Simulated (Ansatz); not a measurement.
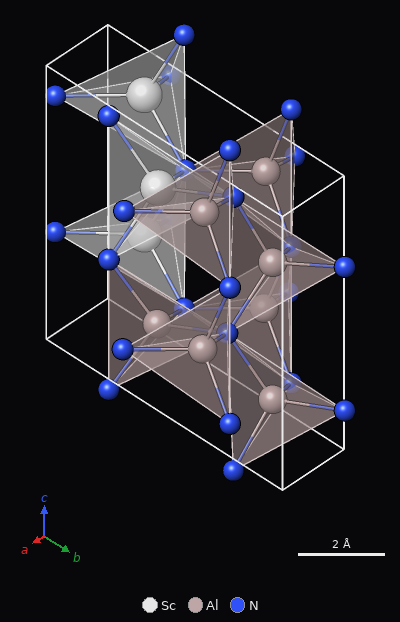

*The structure as given in the input (polyhedral view of the cell of the calculation, seen slightly off an axis; polyhedra are completed across the faces of the cell).*

## Single-point calculation of Sc₃Al₅N₈

Sc₃Al₅N₈ (Cm, 16 atoms in the cell), computed with DFT PBEsol, scalar-relativistic, plane waves, PAW, no spin polarisation (Ansatz 0.2.0).

The structure was built on a prototype by a generator; it need not be a known phase.

The input
```yaml
crystal:
  lattice:
    - [-0.0087104785, -0.0050289971, -4.9509742408]
    - [3.3572062804, 5.7096399968, 0.0108417276]
    - [3.2660901435, -5.6570340706, 0.0]
  atoms:
    - { symbol: Sc, position: [0.0174554502, 0.1593027449, 0.3249444696] }
    - { symbol: Sc, position: [0.0174554502, 0.1593027449, 0.8343582753] }
    - { symbol: Al, position: [0.0079753232, 0.6637434667, 0.3318717333] }
    - { symbol: Al, position: [0.006119404, 0.6713251114, 0.8356625557] }
    - { symbol: Sc, position: [0.5163509286, 0.3470312188, 0.6735156094] }
    - { symbol: Al, position: [0.503717218, 0.3393924524, 0.1696962262] }
    - { symbol: Al, position: [0.5059633889, 0.829673175, 0.665112754] }
    - { symbol: Al, position: [0.5059633889, 0.829673175, 0.164560421] }
    - { symbol: "N", position: [0.5878206518, 0.1566442674, 0.3159732207] }
    - { symbol: "N", position: [0.5878206518, 0.1566442674, 0.8406710467] }
    - { symbol: "N", position: [0.6203835353, 0.6669043962, 0.3334521981] }
    - { symbol: "N", position: [0.6249390508, 0.6942883823, 0.8471441911] }
    - { symbol: "N", position: [0.0880562331, 0.3525445197, 0.6762722598] }
    - { symbol: "N", position: [0.1229926509, 0.3554346405, 0.1777173202] }
    - { symbol: "N", position: [0.123493337, 0.809047719, 0.6534047115] }
    - { symbol: "N", position: [0.123493337, 0.809047719, 0.1556430075] }
basis:
  ecutwfc: 420
kpoints:
  mp_grid: { grid: [6, 4, 4] }
  band_path: { path: [[0.0, 0.0, 0.0], [0.0, 0.307292, 0.380208]], npoints: 1 }
hamiltonian:
  xc: pbesol
scf:
  occupations: { method: gaussian, width: 0.02 }
  n_extra_bands: 11
output:
  forces: true
  stress: true
  eigenvalues: true
  write_density: true
  write_potential: true
  elf: true
  volumetric_format: npy
```

Hardware: 4 threads of AMD EPYC (Zen 3), 24 GiB of memory available, shared host.

Launch command:
```bash
ansatz run input.yaml --threads 4 --pin off --max-ram 10240MiB --backend cpu --events-out ev --progress --plain --runs-dir out
```

What the program printed
```
scf.n_extra_bands = 11 over 44 filled bands (N_el = 88.0): the run solves 55 bands
Engine: ansatz 0.2.0, x86_64-unknown-linux-gnu
Pseudopotentials: kind: paw
Pseudopotential: Sc, paw, valence charge 11, recommended cutoff 420 eV (normal), Sc.paw.azcp
Pseudopotential: Al, paw, valence charge 3, recommended cutoff 420 eV (normal), Al.paw.azcp
Pseudopotential: N, paw, valence charge 5, recommended cutoff 420 eV (normal), N.paw.azcp
Functional definition: PBEsol
  exchange = pbesol_x
  correlation = pbesol_c
Crystal: 16 atoms, lattice volume = 186.354 Å³
Basis set: ecut = 420 eV, 3621 PW (Γ), exchange–correlation on 72×90×90 points (8 copies of the dense FFT grid, shifted against one another)
Bands: 55, of which v1, the nominal top of the filled ones, is band 44 counted from 1 (43 counted from 0)
Symmetry: 2 space group operations
Space group: Cm (ITA 8), of the structure as read, at distance tolerance 5.7e-5 Å
k-points: 34 of 96 (time reversal used)
Non-local potential: Sc, projectors of the file, l = 0: 3, l = 1: 2, l = 2: 3, l = 3: 1
Non-local potential: Al, projectors of the file, l = 0: 2, l = 1: 2, l = 2: 1
Non-local potential: N, projectors of the file, l = 0: 2, l = 1: 2, l = 2: 1
PAW form: soft (Blöchl's): semilocal exchange-correlation on the pseudo side does not see the compensation charge
PAW frozen core: Sc, regenerated for the run's functional, and the local potential with it (the file was generated under x = pbe(κ = 0.804, μ = 0.2195149727645171), c = pbe(β = 0.06672455060314922))
PAW frozen core: Al, regenerated for the run's functional, and the local potential with it (the file was generated under x = pbe(κ = 0.804, μ = 0.2195149727645171), c = pbe(β = 0.06672455060314922))
PAW frozen core: N, regenerated for the run's functional, and the local potential with it (the file was generated under x = pbe(κ = 0.804, μ = 0.2195149727645171), c = pbe(β = 0.06672455060314922))
PAW one-centre angular grid: Sc, 590 points (default); XC on 64 Gauss nodes
PAW one-centre angular grid: Al, 110 points (default); XC on 64 Gauss nodes
PAW one-centre angular grid: N, 110 points (default); XC on 64 Gauss nodes
Initial density: superposition of atomic densities (neutral atoms: chi_scale 0, normalization atom), corrected by the library's trained network
Initial wavefunctions: pseudopotential atomic-orbital guess
Functional: x = pbesol(κ = 0.804, μ = 0.12345679012345678), c = pbesol(β = 0.046)
SCF iter   1: F=—  HF=-12008.967340 eV  |F-HF|=—  |Δ(HF+E_count)|=         —  Δρ=9.51e-3  dr2=1.77e-1  ethr=1.77e-3  ⟨swp⟩=6.7  Hψ=8345  notcnv=0  defer=1
preconditioner: auto → Resta (q_TF=auto, 2.408 Å⁻¹)  ε∞=6.3  [insulator: Δε(μ)=3.067 eV  Ē_g=9.456 eV  σ=0.020 eV  W_gap=1.00  n_scr=44 (ndim 8)  ℏωp=21.8 eV  f_vac=0.000  D(μ)=0.00/eV (n_scr^D=0)  ε∞_Penn≈6.3]
SCF iter   2: F=—  HF=-12008.918897 eV  |F-HF|=—  |Δ(HF+E_count)|=   4.84e-2  Δρ=2.33e-3  dr2=1.44e-2  ethr=2.01e-4  ⟨swp⟩=2.0  Hψ=3183  notcnv=0  defer=203
SCF iter   3: F=—  HF=-12008.915670 eV  |F-HF|=—  |Δ(HF+E_count)|=   3.23e-3  Δρ=1.07e-3  dr2=2.92e-3  ethr=1.63e-5  ⟨swp⟩=2.2  Hψ=2647  notcnv=0  defer=203
SCF iter   4: F=—  HF=-12008.915122 eV  |F-HF|=—  |Δ(HF+E_count)|=   5.48e-4  Δρ=4.06e-4  dr2=3.06e-4  ethr=3.32e-6  ⟨swp⟩=2.2  Hψ=2490  notcnv=0  defer=203
SCF iter   5: F=—  HF=-12008.915107 eV  |F-HF|=—  |Δ(HF+E_count)|=   1.54e-5  Δρ=1.63e-4  dr2=5.60e-5  ethr=3.48e-7  ⟨swp⟩=2.0  Hψ=2662  notcnv=0  defer=203
SCF iter   6: F=—  HF=-12008.914845 eV  |F-HF|=—  |Δ(HF+E_count)|=   2.62e-4  Δρ=4.28e-5  dr2=3.41e-6  ethr=6.36e-8  ⟨swp⟩=2.0  Hψ=2599  notcnv=0  defer=203
SCF iter   7: F=—  HF=-12008.914846 eV  |F-HF|=—  |Δ(HF+E_count)|=   1.36e-6  Δρ=1.96e-5  dr2=7.98e-7  ethr=3.87e-9  ⟨swp⟩=2.0  Hψ=2614  notcnv=0  defer=203
SCF iter   8: F=-12008.914846 eV  HF=-12008.914846 eV  |F-HF|=2.40e-8  |Δ(HF+E_count)|=   1.15e-7  Δρ=5.54e-6  dr2=6.52e-8  ethr=1.14e-10  ⟨swp⟩=11.2  Hψ=12230  notcnv=0
SCF 1 converged in 8 iterations: F = -12008.914846 eV  dr2 = 6.52e-8
  greatest PAW one-centre occupation: 0.998 electrons in one spin orbital (limit 2), on the Sc atom at site 1 (counted from 0), in its partial waves of l = 0
```

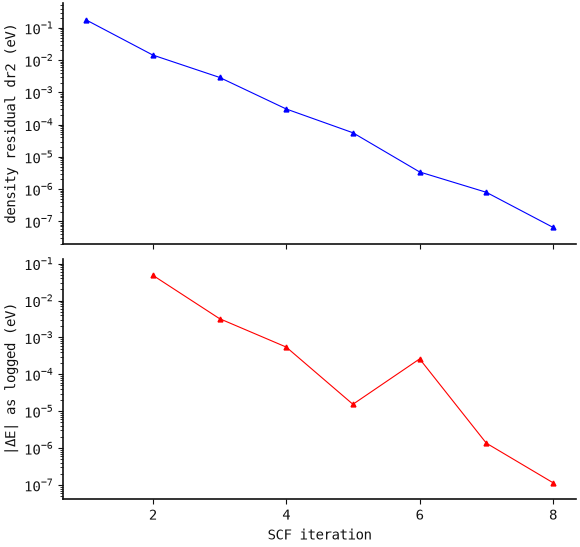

*Convergence of the self-consistent field: density residual dr2 and size of the energy change against the SCF iteration.*

The residual falls at every step.

```
NSCF: frozen V_eff on 2 k-points
SCF converged after 8 iterations
Free energy (F): -12008.914846 eV
Harris-Foulkes:  -12008.914846 eV  (|F-HF|=2.40e-8)
Internal energy: -12008.914846 eV  (E = F + TS)
E sigma→0 (E₀):  -12008.914846 eV
Fermi energy:    9.405409 eV
--- Per-component energies (eV) ---
  E_band       = -351.279426
  E_kinetic    = 1976.241031
  E_local      = -4647.923495  (includes V_loc(G=0)·N_el)
  E_nonlocal   = 659.840217
  E_hartree    = 1668.314323
  E_xc         = -997.136944
  E_vxc        = -1157.959311  (∫ρ·V_xc dr)
  E_paw        = -6049.546257  (= ΣΔE_a)
  E_vpaw       = -518.105729  (= ΣTr[D̂ρ^β])
  E_aug_tail   = 0.000779  (compensation charges beyond the density's cutoff)
  E_ewald      = -4619.412060
  E_core_change = 0.707561  (= ΣΔE_core)
  E_smearing   = -0.000000  (= −TS)
  E_closure    = -0.000000  (closes the sum)
  Σ components = -12008.914846   (vs F -12008.914846, Δ=0.00e0)
--- Forces (eV/Å), atoms counted from 1 ---
  atom   1  Sc     0.00023720     0.00137664    -0.00162045
  atom   2  Sc     0.00131080    -0.00048290    -0.00162045
  atom   3  Al    -0.00157358    -0.00090851    -0.00117955
  atom   4  Al    -0.00221828    -0.00128073     0.00035249
  atom   5  Sc     0.00013891     0.00008020    -0.00073851
  atom   6  Al    -0.00255471    -0.00147496     0.00168185
  atom   7  Al     0.00188304    -0.00043770     0.00199464
  atom   8  Al     0.00056246     0.00184960     0.00199464
  atom   9  N      0.00054310     0.00050921    -0.00023814
  atom  10  N      0.00071254     0.00021573    -0.00023814
  atom  11  N     -0.00106078    -0.00061244     0.00026734
  atom  12  N     -0.00069608    -0.00040188     0.00068890
  atom  13  N      0.00157148     0.00090730     0.00001992
  atom  14  N      0.00007168     0.00004139    -0.00082658
  atom  15  N      0.00123589    -0.00080471    -0.00019913
  atom  16  N     -0.00007896     0.00147267    -0.00019913
  max |Σ_I F_I| component: 1.40e-4 eV/Å
--- Stress (GPa, compression-positive) ---
       -0.036501       0.004391      -0.000331
        0.004391      -0.041571      -0.000191
       -0.000332      -0.000192       0.000122
  P = ⅓ Tr σ = -0.0260 GPa (-0.260 kbar)
--- Band table (eV; the first three rows and the last of 34) ---
  k-point 0: bands = ["-38.9322", "-38.8408", "-38.8205", "-17.9756", "-17.9038", "-17.8406", "-17.7878", "-17.7237", "-17.6829", "-17.6537", "-17.6054", "-17.5864", "-6.3725", "-4.8790", "-4.6511", "-4.6382", "-4.3882", "-4.0669", "-3.9842", "-3.9179", "2.8717", "2.9933", "3.2287", "3.5933", "4.3390", "4.6379", "5.0206", "5.1195", "5.3591", "5.6747", "5.8433", "6.0541", "6.2104", "6.3523", "6.6583", "6.7938", "6.9260", "6.9796", "7.0743", "7.1812", "7.2831", "7.4864", "7.7593", "7.8354", "11.2683", "11.4653", "11.5116", "11.7990", "11.8227", "12.1155", "12.3451", "13.1056", "13.1107", "13.2962", "13.4802"]
  k-point 1: bands = ["-38.9317", "-38.8393", "-38.8226", "-17.9379", "-17.8952", "-17.8409", "-17.7888", "-17.7205", "-17.6939", "-17.6617", "-17.6275", "-17.5975", "-6.2079", "-5.2091", "-4.7069", "-4.4997", "-4.3269", "-4.1087", "-3.9812", "-3.9101", "3.0457", "3.1882", "3.4559", "3.9337", "4.2363", "4.4925", "4.9778", "5.0410", "5.2504", "5.3545", "5.8714", "5.9386", "6.1470", "6.4210", "6.5330", "6.6167", "6.8329", "6.9739", "7.0458", "7.1740", "7.2645", "7.5086", "7.6431", "7.7851", "11.2294", "11.5232", "11.6654", "11.8227", "12.0817", "12.3574", "12.5849", "13.0377", "13.2230", "13.2715", "13.4706"]
  k-point 2: bands = ["-38.9311", "-38.8371", "-38.8254", "-17.9086", "-17.8599", "-17.8329", "-17.7949", "-17.7336", "-17.7046", "-17.6774", "-17.6645", "-17.5913", "-5.8478", "-5.6706", "-4.7179", "-4.4817", "-4.2164", "-4.1588", "-3.9787", "-3.9316", "3.3996", "3.5575", "3.6390", "4.0743", "4.2029", "4.4872", "4.7392", "4.9043", "5.0114", "5.0964", "5.7577", "5.8406", "6.0943", "6.2726", "6.5062", "6.5915", "6.7154", "6.9079", "7.0106", "7.3602", "7.3782", "7.5067", "7.5843", "7.6733", "11.0847", "11.4749", "11.6450", "11.9520", "12.3015", "12.7101", "12.8627", "13.0764", "13.1010", "13.4639", "13.5019"]
  k-point 33: bands = ["-38.9248", "-38.8482", "-38.8204", "-18.0438", "-17.9051", "-17.8645", "-17.8006", "-17.6698", "-17.6651", "-17.6369", "-17.6018", "-17.5972", "-5.3208", "-5.1666", "-4.8856", "-4.5536", "-4.4942", "-4.3462", "-4.0600", "-3.9593", "2.7162", "2.7851", "3.2600", "3.8469", "3.9627", "4.6220", "4.8704", "5.1913", "5.2298", "5.4078", "5.9282", "5.9919", "6.1838", "6.1871", "6.3629", "6.3699", "6.8461", "7.0631", "7.1185", "7.1566", "7.2323", "7.4039", "7.4702", "7.5411", "11.8221", "12.2837", "12.4769", "12.5011", "12.7486", "12.8896", "13.1709", "13.2055", "13.2316", "13.4636", "13.7968"]
```

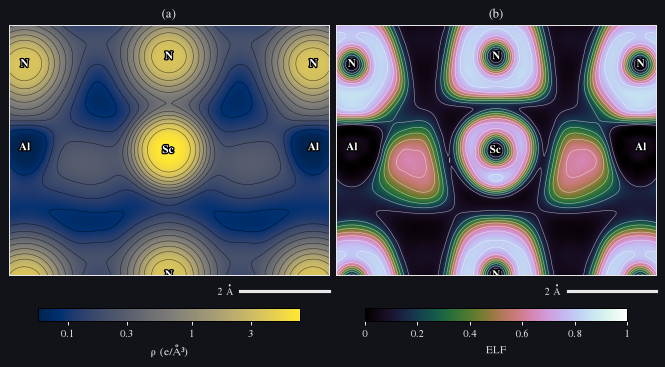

*(a) valence charge density (pseudo); (b) electron localisation function on the (100) plane of the conventional cell.*

The section cuts through Sc, Al and N sites. Al–N (1.89 Å): ρ is about 0.66 e/Å³ halfway; the ELF is about 0.85 at the midpoint. Al–N (1.89 Å): ρ at the midpoint is about 0.66 e/Å³; the ELF is about 0.85 at the midpoint. Sc–N (2.12 Å): the density is about 0.53 e/Å³ at the midpoint; the ELF is about 0.20 at the midpoint. Away from the nuclei the density in this plane falls to 0.07 e/Å³ at its lowest. The strong features right at Sc lie inside the PAW spheres (semicore, d or f shells) and say nothing about bonding. Core electrons are frozen (PAW), so the fields are smoothed inside the atomic spheres.

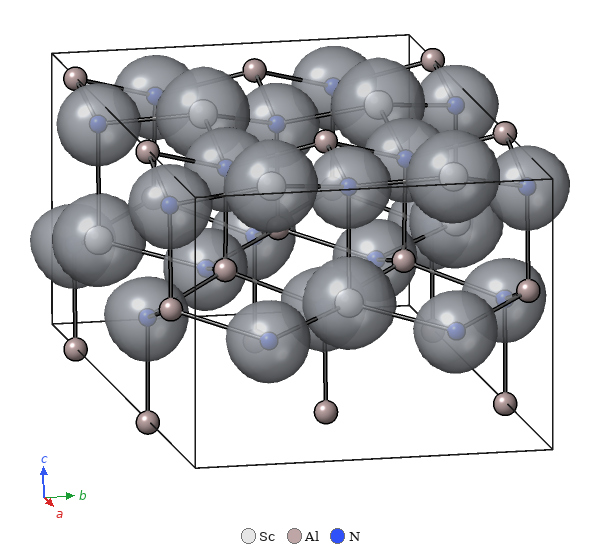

*Isosurface of the valence charge density (pseudo) at 1 e/Å³ (grey), seen slightly off an axis. Sticks mark near contacts. The outline is the cell set on symmetry axes.*

At this value the density breaks into separate islands; it holds about 55 % of the electrons treated as valence (semicore included). It is pinched off along the Al–N (1.87 Å), Sc–N (2.03 Å), Al–N (1.91 Å) and Al–N (1.97 Å) contacts. On the grid the lowest density along these lines, outside the cores, is 0.56 e/Å³ (Al–N, 1.87 Å), 0.67 e/Å³ (Sc–N, 2.03 Å), 0.54 e/Å³ (Al–N, 1.91 Å) and 0.5 e/Å³ (Al–N, 1.97 Å).

Key numbers

```json
{"quantity": "outcome", "value": "converged"}
{"quantity": "space group (tolerance 0.01 Å)", "value": "Cm (8)"}
{"quantity": "electrons treated", "value": "88"}
{"quantity": "free energy", "value": "−12008.9148 eV"}
{"quantity": "Fermi energy", "value": "9.405 eV"}
{"quantity": "gap on the k-point mesh", "value": "3.14 eV"}
{"quantity": "gap on the band path", "value": "3.10 eV"}
{"quantity": "pressure", "value": "−0.03 GPa"}
{"quantity": "largest force (length of the vector)", "value": "0.003 eV/Å"}
{"quantity": "wall time", "value": "11 s (CPU time 42 s)"}
{"quantity": "peak memory", "value": "0.73 GiB"}
```
